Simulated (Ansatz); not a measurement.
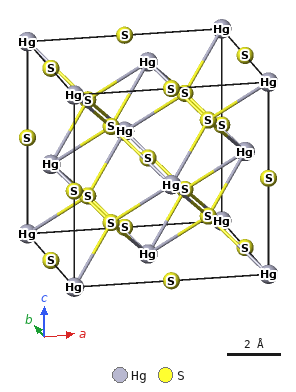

Starting structure of a crystal of HgS3 (a generated structure, set up in Fm-3m) (coarse preliminary run). A ball-and-stick model of the conventional cell (4 times the calculation's cell), seen slightly off an axis. Lengths and directions refer to the drawn axes.

These are results of DFT PBE, scalar-relativistic, plane waves, PAW in Ansatz 0.2.0, not measurements.

Input file:
```yaml
crystal:
  lattice:
    - [0.0, 3.82406676, 3.82406676]
    - [3.82406676, 0.0, 3.82406676]
    - [3.82406676, 3.82406676, 0.0]
  atoms:
    - { symbol: Hg, position: [0.0, 0.0, 0.0] }
    - { symbol: S, position: [0.75, 0.75, 0.75] }
    - { symbol: S, position: [0.5, 0.5, 0.5] }
    - { symbol: S, position: [0.25, 0.25, 0.25] }
basis:
  ecutwfc: 420
kpoints:
  mp_grid: { grid: [4, 4, 4] }
hamiltonian:
  xc: pbe
scf:
  occupations: { method: gaussian, width: 0.1 }
  lower_state_search: "off"
output:
  forces: true
  stress: true
  eigenvalues: true
relax:
  adjacent_minimum: "off"
  f_tol: 0.04
  max_steps: 70
  cell: { stress_tol: 0.4 }
```

Command:
```bash
ansatz run input.yaml --threads 1 --pin off --max-ram 2048MiB --backend cpu --events-out ev --progress --plain --runs-dir out
```

**What does the optimiser find from here?**

Over 4 accepted moves (5 points after the start) the energy falls by 449 meV per atom. All forces vanish by symmetry, so only the cell relaxes. Pressure: −9.88 GPa at the start and −0.14 GPa at the end. At 1 point the geometry stayed and the basis and grid were re-selected for the new cell (energy shift of 0.6 meV per atom at most each time). No atom moves by more than 0.005 Å relative to the cell. The volume changes by −33.8 %, with a = b = c 7.648 → 6.667 Å (−12.8 %). Near-neighbour distances that change, for instance: Hg1–S2 3.312 → 2.887 Å, S2–S3 3.312 → 2.887 Å. The space group stays Fm-3m (No. 225).

The structure at the end:

```
Hg S
1.0
     0.00000    3.33358    3.33358
     3.33358    0.00000    3.33358
     3.33358    3.33358    0.00000
Hg S
1 3
Direct
  0.00000 0.00000 0.00000
  0.75000 0.75000 0.75000
  0.50000 0.50000 0.50000
  0.25000 0.25000 0.25000
```

The end point in the same view:

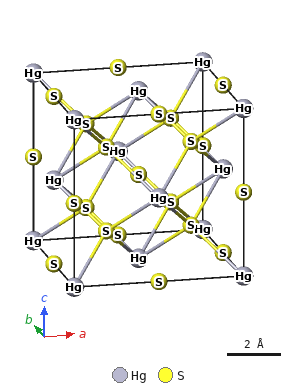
